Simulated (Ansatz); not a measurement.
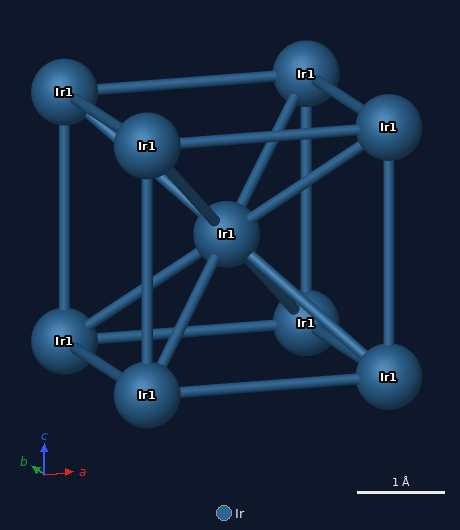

Reference structure: a symmetric starting cell of Ir (made from another compound by putting Ir in place of W). Style: ball-and-stick. Shown: the conventional cell (2 times the calculation's cell), slightly off an axis. Lengths and directions refer to the drawn axes.

These are results of DFT PBE, scalar-relativistic, plane waves, PAW in Ansatz 0.2.0, not measurements. (plane-wave cutoff 420 eV; k-point mesh 20 × 20 × 20; occupations gaussian; smearing width 0.1 eV; no spin polarisation)

Change: All lengths are scaled by +4.2 % (volume +13.0 %), the atoms keeping their fractional coordinates. No relaxation follows. The starting cell wasn't computed here and needn't be at equilibrium, so pressure and forces aren't due to the change alone.

> What is the effect?

Some distances before and after: Ir–Ir 2.946 → 3.069 Å, Ir–Ir 2.551 → 2.658 Å. The space group stays Im-3m (No. 229). The pressure is 13.7 GPa (not all of it need come from the change, since the unchanged cell can be under pressure at this level too). All forces vanish by symmetry.

Drawn alike, the variant:

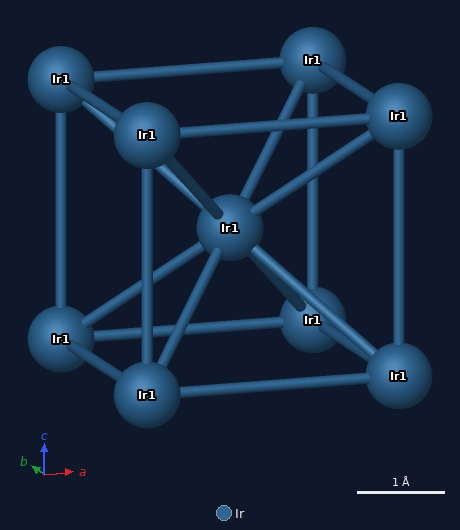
